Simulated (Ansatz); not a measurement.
Input of the run:

```
crystal:
  lattice:
    - [2.7815484418, 0.0, 0.0]
    - [-1.3907742209, 2.4088916124, 0.0]
    - [0.0, 0.0, 4.8729606993]
  atoms:
    - { symbol: Li, position: [0.0, 0.0, 0.0] }
    - { symbol: Li, position: [0.0, 0.0, 0.5] }
    - { symbol: H, position: [0.3333333333, 0.6666666667, 0.25] }
    - { symbol: H, position: [0.6666666667, 0.3333333333, 0.75] }
kpoints:
  mp_grid: { grid: [9, 9, 4] }
hamiltonian:
  xc: lc_wpbe
scf:
  occupations: { method: fixed }
  n_extra_bands: 5
output:
  forces: true
  stress: true
  eigenvalues: true
```

Command:
```bash
ansatz run input.yaml --threads 2 --pin off --max-ram 2211MiB --backend cpu --events-out ev --progress --plain --runs-dir out
```

Predict the main features of the density of states.

There is a gap; over the k points computed it is 10.54 eV (indirect; the smallest direct gap is 11.20 eV). Within the window shown, the tallest peak of the filled states lies 2.4 eV under the valence-band top, at about 1.3 states per eV and cell.

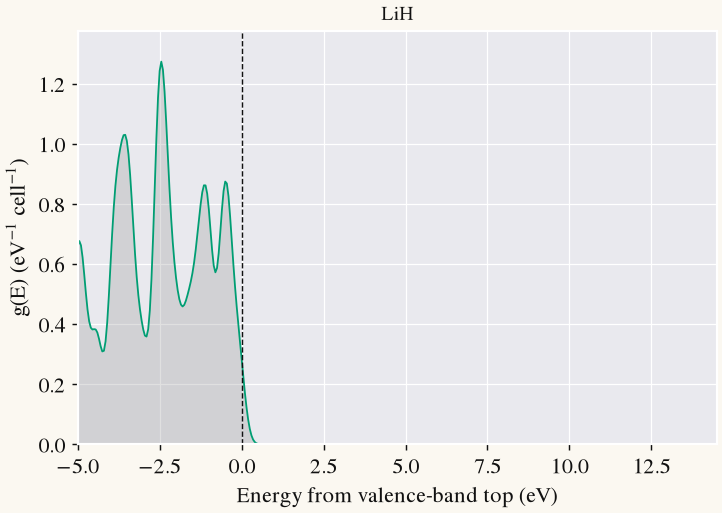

Density of states. Energies are counted from the top of the valence band. The curve is built from the levels of the k mesh with Gaussians 0.4 eV wide, which also blur the band edges.
